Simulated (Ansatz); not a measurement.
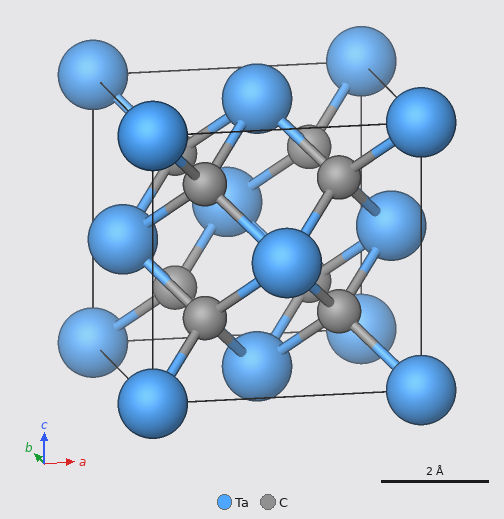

Drawn in the ball-and-stick manner and seen slightly off an axis. The edges of the conventional unit cell are marked. Cell: a = 5.15 Å, b = 5.15 Å, c = 5.15 Å, α = 90.00°, β = 90.00°, γ = 90.00°.

Origin of the cell: a structure type filled with these elements by a generator (whether the compound takes this form wasn't checked). Earlier steps of the study may have refined or changed the cell and positions. It went into a calculation with Ansatz.

> Caption:

The structure is one of TaC$_{2}$. Space group: Fm-3m (No. 225). Lattice: face-centred cubic. The prototype is fluorite (CaF₂ type). The cell has 12 atoms, namely 4 Ta, 8 C. Each Ta has eight C in a cubic arrangement at about 2.2 Å. The C atoms are each bonded to four Ta in a tetrahedral arrangement at about 2.2 Å. Not all metal-metal contacts are counted. The bonds build a three-dimensional framework.

Theory: DFT PBE, scalar-relativistic, plane waves, PAW (Ansatz). Numerical settings: a kinetic-energy cutoff of 420 eV, k-points about 0.13 Å⁻¹ apart, Gaussian smearing of 0.1 eV, no spin polarisation.

> What is the band gap, if any?

A metal: bands cross the Fermi level.

> Give the Bader charge of each element.

Ta +2.11 e; C -1.06 e.

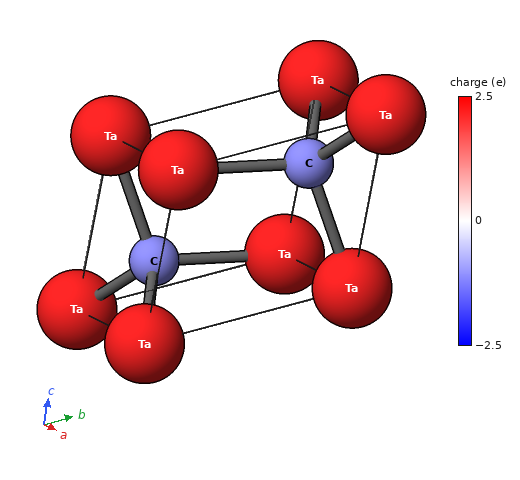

The atoms coloured by those charges. The run's cell of 3 atoms is drawn, so axes and origin can differ from the first picture.

> Is the structure relaxed at this level of theory?

Yes. All forces vanish to within 0.01 eV/Å. The pressure is 0.0 GPa, close to zero.
